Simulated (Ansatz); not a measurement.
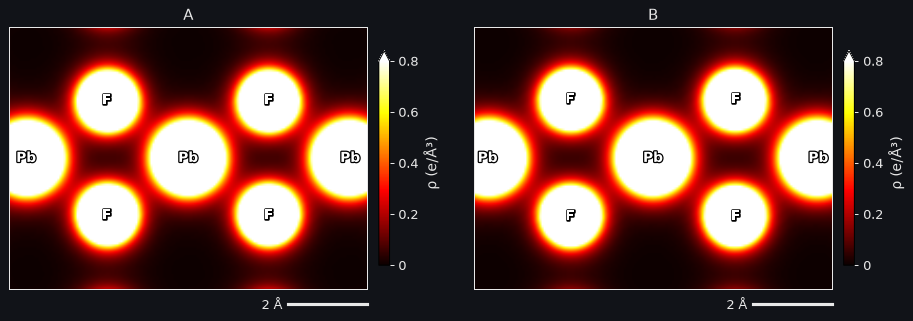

PbF$_{2}$. The valence electron density of two cells that differ in size, on the (11̄0) plane of each (indices in the axes of the calculation cell), at one length scale and on one colour scale: B has 17.4 Å³ an atom and A 16.3.

The calculation used Kohn-Sham DFT of a periodic cell, r2SCAN, Ansatz PAW (Ansatz).

Core electrons are frozen (PAW), and the valence fields are smoothed inside the atomic spheres.

What does the compression do to the bonding and the properties?

Answer. From the larger cell to the smaller, Pb–F goes from 2.57 to 2.51 Å, and the density at its midpoint from 0.25 to 0.28 e/Å³; the pressure goes from −0.2 to 5 GPa.
